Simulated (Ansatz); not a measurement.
## NiGe: geometry relaxation (part 2 of 2)

NiGe (F-43m, 2 atoms in the cell); DFT PBEsol, scalar-relativistic, plane waves, PAW, no spin polarisation (Ansatz 0.2.0); cutoff 420 eV, 6×6×6 k-mesh, Gaussian smearing of 0.1 eV. The structure was built on a prototype by a generator; it need not be a known phase.

Geometry of the input (Å; fractional positions):
```
0.0000  2.5378  2.5378
2.5378  0.0000  2.5378
2.5378  2.5378  0.0000
Ni 0.0000  0.0000  0.0000
Ge 0.2500  0.2500  0.2500
```

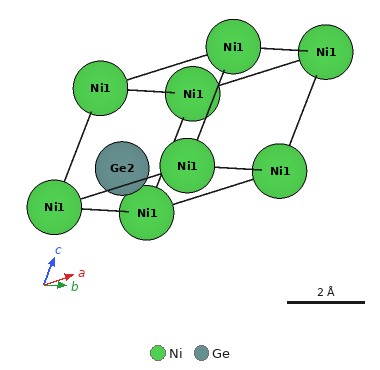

Fig. 1: The geometry at step 2 of the log (spheres-only view of the cell of the calculation, seen at an oblique angle; atoms are numbered from 1 in the order of the input).

What the program printed, continued
```
SCF iter   1: F=—  HF=-10057.814203 eV  |F-HF|=—  |Δ(HF+E_count)|=         —  Δρ=2.87e-3  dr2=3.67e-3  ethr=1.15e-5  ⟨swp⟩=1.1  Hψ=1953  notcnv=0
preconditioner: auto → LDOS  [insulator: Δε(μ)=0.150 eV  Ē_g=16.739 eV  σ=0.100 eV  W_gap=0.61  n_scr=14 (ndim 8)  ℏωp=30.4 eV  f_vac=0.028  D(μ)=1.90/eV (n_scr^D=14)  ε∞_Penn≈4.3  β→1.0]
SCF iter   2: F=—  HF=-10057.813742 eV  |F-HF|=—  |Δ(HF+E_count)|=   4.62e-4  Δρ=1.55e-3  dr2=4.30e-4  ethr=1.15e-5  ⟨swp⟩=1.7  Hψ=344  notcnv=0
SCF iter   3: F=—  HF=-10057.813844 eV  |F-HF|=—  |Δ(HF+E_count)|=   1.02e-4  Δρ=2.09e-3  dr2=9.25e-4  ethr=1.34e-6  ⟨swp⟩=2.0  Hψ=574  notcnv=0
SCF iter   4: F=—  HF=-10057.813721 eV  |F-HF|=—  |Δ(HF+E_count)|=   1.23e-4  Δρ=2.50e-4  dr2=1.49e-5  ethr=1.34e-6  ⟨swp⟩=2.0  Hψ=407  notcnv=0
SCF iter   5: F=—  HF=-10057.813700 eV  |F-HF|=—  |Δ(HF+E_count)|=   2.04e-5  Δρ=1.08e-4  dr2=3.15e-6  ethr=4.65e-8  ⟨swp⟩=2.0  Hψ=412  notcnv=0
SCF iter   6: F=—  HF=-10057.813700 eV  |F-HF|=—  |Δ(HF+E_count)|=   7.12e-7  Δρ=3.25e-5  dr2=2.56e-7  ethr=9.86e-9  ⟨swp⟩=2.0  Hψ=400  notcnv=0
SCF iter   7: F=-10057.813700 eV  HF=-10057.813700 eV  |F-HF|=4.53e-8  |Δ(HF+E_count)|=   1.59e-8  Δρ=1.48e-5  dr2=4.95e-8  ethr=6.25e-10  ⟨swp⟩=5.0  Hψ=1450  notcnv=0
SCF 3 converged in 7 iterations: F = -10057.813700 eV  dr2 = 4.95e-8
relax step   3: F+E_penalty+E_count = -10057.81369966 eV  Δ(F+E_penalty+E_count) = -1.722e-2 eV  max|allowed force component| = 1.000e-16 eV/Å  Δτ_max = 0.0000 Å  P = +0.587 GPa  Ω = 35.881 Å³  energy of the carried Pulay correction = -9.674e-4 eV  (7 SCF iters, dr2 threshold 2.00e-7 eV, accepted)
Crystal: 2 atoms, lattice volume = 36.078 Å³
iter 1 solved again at ethr=2.52e-7 eV; its pass at ethr=3.10e-3 eV (dr2=8.05e-5 eV) is discarded
SCF iter   1: F=—  HF=-10057.814059 eV  |F-HF|=—  |Δ(HF+E_count)|=         —  Δρ=4.78e-4  dr2=1.01e-4  ethr=2.52e-7  ⟨swp⟩=2.0  Hψ=1651  notcnv=0
preconditioner: auto → LDOS  [insulator: Δε(μ)=0.150 eV  Ē_g=16.710 eV  σ=0.100 eV  W_gap=0.61  n_scr=14 (ndim 8)  ℏωp=30.3 eV  f_vac=0.021  D(μ)=1.88/eV (n_scr^D=14)  ε∞_Penn≈4.3  β→1.0]
SCF iter   2: F=—  HF=-10057.814027 eV  |F-HF|=—  |Δ(HF+E_count)|=   3.21e-5  Δρ=3.34e-4  dr2=2.09e-5  ethr=2.52e-7  ⟨swp⟩=2.0  Hψ=384  notcnv=0
SCF iter   3: F=—  HF=-10057.814029 eV  |F-HF|=—  |Δ(HF+E_count)|=   1.90e-6  Δρ=3.54e-4  dr2=2.69e-5  ethr=6.53e-8  ⟨swp⟩=2.0  Hψ=558  notcnv=0
SCF iter   4: F=—  HF=-10057.814026 eV  |F-HF|=—  |Δ(HF+E_count)|=   3.54e-6  Δρ=3.93e-5  dr2=3.84e-7  ethr=6.53e-8  ⟨swp⟩=2.0  Hψ=398  notcnv=0
SCF iter   5: F=-10057.814026 eV  HF=-10057.814026 eV  |F-HF|=4.19e-8  |Δ(HF+E_count)|=   2.14e-8  Δρ=9.96e-6  dr2=2.93e-8  ethr=6.25e-10  ⟨swp⟩=5.0  Hψ=1451  notcnv=0
SCF 4 converged in 5 iterations: F = -10057.814026 eV  dr2 = 2.93e-8
relax step   4: F+E_penalty+E_count = -10057.81402552 eV  Δ(F+E_penalty+E_count) = -3.259e-4 eV  max|allowed force component| = 9.310e-17 eV/Å  Δτ_max = 0.0000 Å  P = +0.037 GPa  Ω = 36.078 Å³  energy of the carried Pulay correction = -1.024e-3 eV  (5 SCF iters, dr2 threshold 2.00e-7 eV, accepted)
Basis set: ecut = 420 eV, 725 PW (Γ), exchange–correlation on 50×50×50 points (8 copies of the dense FFT grid, shifted against one another)
Initial wavefunctions: pseudopotential atomic-orbital guess (no wavefunctions were taken with the density)
iter 1 solved again at ethr=3.76e-7 eV; its pass at ethr=3.10e-3 eV (dr2=1.20e-4 eV) is discarded
SCF iter   1: F=—  HF=-10057.808413 eV  |F-HF|=—  |Δ(HF+E_count)|=         —  Δρ=2.46e-3  dr2=5.84e-5  ethr=3.76e-7  ⟨swp⟩=3.0  Hψ=2109  notcnv=0
preconditioner: auto → LDOS  [insulator: Δε(μ)=0.150 eV  Ē_g=16.713 eV  σ=0.100 eV  W_gap=0.61  n_scr=14 (ndim 8)  ℏωp=30.3 eV  f_vac=0.021  D(μ)=1.87/eV (n_scr^D=14)  ε∞_Penn≈4.3  β→1.0]
SCF iter   2: F=—  HF=-10057.815395 eV  |F-HF|=—  |Δ(HF+E_count)|=   6.98e-3  Δρ=1.18e-3  dr2=3.54e-4  ethr=1.82e-7  ⟨swp⟩=2.0  Hψ=560  notcnv=0
SCF iter   3: F=—  HF=-10057.815357 eV  |F-HF|=—  |Δ(HF+E_count)|=   3.85e-5  Δρ=2.37e-4  dr2=9.52e-6  ethr=1.82e-7  ⟨swp⟩=2.1  Hψ=562  notcnv=0
SCF iter   4: F=—  HF=-10057.815360 eV  |F-HF|=—  |Δ(HF+E_count)|=   3.20e-6  Δρ=3.26e-4  dr2=2.67e-5  ethr=2.98e-8  ⟨swp⟩=2.0  Hψ=575  notcnv=0  recentre
SCF iter   5: F=—  HF=-10057.815357 eV  |F-HF|=—  |Δ(HF+E_count)|=   2.81e-6  Δρ=3.19e-5  dr2=1.42e-7  ethr=2.98e-8  ⟨swp⟩=2.4  Hψ=465  notcnv=0
SCF iter   6: F=—  HF=-10057.815352 eV  |F-HF|=—  |Δ(HF+E_count)|=   4.66e-6  Δρ=2.12e-5  dr2=8.85e-8  ethr=4.43e-10  ⟨swp⟩=2.1  Hψ=509  notcnv=0
SCF iter   7: F=—  HF=-10057.815352 eV  |F-HF|=—  |Δ(HF+E_count)|=   9.53e-8  Δρ=2.96e-6  dr2=3.13e-9  ethr=2.76e-10  ⟨swp⟩=2.0  Hψ=509  notcnv=0
SCF iter   8: F=-10057.815352 eV  HF=-10057.815352 eV  |F-HF|=1.76e-10  |Δ(HF+E_count)|=  2.13e-10  Δρ=8.86e-7  dr2=2.77e-10  ethr=6.25e-12  ⟨swp⟩=4.0  Hψ=1001  notcnv=0
SCF 5 converged in 8 iterations: F = -10057.815352 eV  dr2 = 2.77e-10
relax step   5: F+E_penalty+E_count = -10057.81535244 eV  Δ(F+E_penalty+E_count) = -1.327e-3 eV  max|allowed force component| = 1.081e-16 eV/Å  Δτ_max = 0.0000 Å  P = +0.096 GPa  Ω = 36.078 Å³  stress off target by 9.61e-2 GPa  SCF on the basis re-selected at this cell (its energy is not comparable with the rows above)  (8 SCF iters)
basis re-selected at this cell: Δ(F+E_penalty+E_count) = -1.327e-3 eV, ΔP = +0.059 GPa vs the last step (what re-selecting the basis moved, of the pressure what is left beyond the Pulay correction that the steps carried, after the strain that the cell walked since its last selection, with what the two solves' SCF thresholds leave and, on support functions, any second-order correction that the steps lacked; it is no measure of the basis error at this ecutwfc). The dense FFT grid was sized anew with the basis: this SCF ran on 25×25×25 points, the steps before it on 24×24×24, so part of this shift can come from that change (see relax.cell in the input reference). This SCF's stress stands 9.61e-2 GPa from its target on what of the cell is left free (relax.cell.stress_tol is 5.00e-1 GPa) and its largest allowed force component is 1.08e-16 eV/Å (relax.f_tol is 5.00e-2 eV/Å): within both
SCF converged after 8 iterations
Free energy (F): -10057.815352 eV
Harris-Foulkes:  -10057.815352 eV  (|F-HF|=1.76e-10)
Internal energy: -10057.805966 eV  (E = F + TS)
E sigma→0 (E₀):  -10057.810659 eV
Entropy (-TS):   -0.009387 eV (-4.693 meV/atom)
Fermi energy:    10.027562 eV
--- Per-component energies (eV) ---
  E_band       = -553.121804
  E_kinetic    = 396.251016
  E_local      = -6909.695484  (includes V_loc(G=0)·N_el)
  E_nonlocal   = 1059.331089
  E_hartree    = 2957.658870
  E_xc         = -158.665333
  E_vxc        = -172.962714  (∫ρ·V_xc dr)
  E_paw        = -3576.485247  (= ΣΔE_a)
  E_vpaw       = -841.365561  (= ΣTr[D̂ρ^β])
  E_aug_tail   = 0.000616  (compensation charges beyond the density's cutoff)
  E_ewald      = -3827.316718
  E_core_change = 1.115225  (= ΣΔE_core)
  E_smearing   = -0.009387  (= −TS)
  E_closure    = 0.000000  (closes the sum)
  Σ components = -10057.815352   (vs F -10057.815352, Δ=0.00e0)
--- Forces (eV/Å), atoms counted from 1 ---
  atom   1  Ni     0.00000000    -0.00000000    -0.00000000
  atom   2  Ge    -0.00000000    -0.00000000    -0.00000000
  max |Σ_I F_I| component: 1.72e-16 eV/Å
--- Stress (GPa, compression-positive) ---
        0.096091       0.000000       0.000000
        0.000000       0.096091      -0.000000
        0.000000      -0.000000       0.096091
  P = ⅓ Tr σ = 0.0961 GPa (0.961 kbar)
--- Band table (eV; the first three rows and the last of 16) ---
  k-point 0: bands = ["-92.9285", "-53.4924", "-53.4924", "-53.4924", "-14.1988", "-14.1988", "-14.1988", "-14.1682", "-14.1682", "-0.7698", "7.1311", "7.1311", "7.1311", "8.1904", "8.1904", "15.2569", "15.2569", "15.2569", "17.0619", "17.9398"]
  k-point 1: bands = ["-92.9285", "-53.4927", "-53.4924", "-53.4924", "-14.1989", "-14.1973", "-14.1973", "-14.1677", "-14.1677", "-0.3896", "6.9111", "7.2011", "7.2011", "8.1707", "8.1707", "12.3728", "14.5048", "14.5048", "17.1794", "18.7851"]
  k-point 2: bands = ["-92.9284", "-53.4934", "-53.4925", "-53.4925", "-14.1994", "-14.1947", "-14.1947", "-14.1664", "-14.1664", "0.6085", "6.2362", "7.2993", "7.2993", "8.2036", "8.2036", "9.4814", "13.5470", "13.5470", "16.8252", "18.8782"]
  k-point 15: bands = ["-92.9283", "-53.4936", "-53.4931", "-53.4929", "-14.2028", "-14.1917", "-14.1864", "-14.1713", "-14.1614", "2.2063", "6.0268", "7.3541", "7.7921", "8.2053", "8.4239", "8.5506", "9.4365", "10.1878", "17.0898", "17.9013"]
--- Relaxed structure (4 steps of the walk, 4 accepted, 1 SCFs on fresh bases) ---
  F+E_penalty+E_count = -10057.81535244 eV   max|allowed force component| = 1.081e-16 eV/Å   (the final SCF, on the basis selected at the relaxed cell)
  cell:  # Å, volume = 36.0780 Å³
    - [-1.7260572761433815e-33, 2.622633045333388, 2.622633045333388]
    - [2.622633045333388, -1.649626695649947e-33, 2.622633045333388]
    - [2.622633045333388, 2.622633045333388, -3.948913325494083e-33]
  atoms:
    - { symbol: Ni, position: [-3.964485550120923e-34, 1.7589193118682054e-34, -2.2648556532595104e-34] }
    - { symbol: Ge, position: [0.25000000000000006, 0.25000000000000006, 0.25000000000000006] }
```

Trajectory as extended XYZ (Å, eV, eV/Å), 5 frames, from step=1 to step=5
```
2
Lattice="0.0000 2.5378 2.5378 2.5378 0.0000 2.5378 2.5378 2.5378 0.0000" Properties=species:S:1:pos:R:3:forces:R:3 step=1 energy=-10057.69684 pressure_GPa=12.16
Ni    0.0000    0.0000    0.0000    0.0000   0.0000   0.0000
Ge    1.2689    1.2689    1.2689    0.0000   0.0000   0.0000
2
Lattice="0.0000 2.5886 2.5886 2.5886 0.0000 2.5886 2.5886 2.5886 0.0000" Properties=species:S:1:pos:R:3:forces:R:3 step=2 energy=-10057.79648 pressure_GPa=4.26
Ni    0.0000    0.0000    0.0000    0.0000   0.0000   0.0000
Ge    1.2943    1.2943    1.2943    0.0000   0.0000   0.0000
2
Lattice="0.0000 2.6178 2.6178 2.6178 0.0000 2.6178 2.6178 2.6178 0.0000" Properties=species:S:1:pos:R:3:forces:R:3 step=3 energy=-10057.81370 pressure_GPa=0.59
Ni    0.0000    0.0000    0.0000    0.0000   0.0000   0.0000
Ge    1.3089    1.3089    1.3089    0.0000   0.0000   0.0000
2
Lattice="0.0000 2.6226 2.6226 2.6226 0.0000 2.6226 2.6226 2.6226 0.0000" Properties=species:S:1:pos:R:3:forces:R:3 step=4 energy=-10057.81403 pressure_GPa=0.04
Ni    0.0000    0.0000    0.0000    0.0000   0.0000   0.0000
Ge    1.3113    1.3113    1.3113    0.0000   0.0000   0.0000
2
Lattice="0.0000 2.6226 2.6226 2.6226 0.0000 2.6226 2.6226 2.6226 0.0000" Properties=species:S:1:pos:R:3:forces:R:3 step=5 energy=-10057.81535 pressure_GPa=0.10
Ni    0.0000    0.0000    0.0000    0.0000   0.0000   0.0000
Ge    1.3113    1.3113    1.3113    0.0000   0.0000   0.0000
```

Key numbers

```json
{"quantity": "outcome", "value": "converged"}
{"quantity": "space group (tolerance 0.01 Å)", "value": "F-43m (216)"}
{"quantity": "electrons treated", "value": "32"}
{"quantity": "free energy", "value": "−10057.8154 eV"}
{"quantity": "Fermi energy", "value": "10.028 eV"}
{"quantity": "gap on the k-point mesh", "value": "none (metallic)"}
{"quantity": "pressure", "value": "0.10 GPa"}
{"quantity": "final volume", "value": "36.08 Å³"}
{"quantity": "largest force (length of the vector) at the end", "value": "under 0.001 eV/Å"}
{"quantity": "final cell", "value": "a = 3.709 Å, b = 3.709 Å, c = 3.709 Å, α = 60.00°, β = 60.00°, γ = 60.00°"}
{"quantity": "hardware", "value": "1 thread of Intel Xeon (Granite Rapids), 16 GiB of memory available, shared host"}
{"quantity": "wall time", "value": "7 s"}
{"quantity": "peak memory", "value": "0.38 GiB"}
```

Remarks

The run has no spin polarisation, so a magnetic state may lie lower.
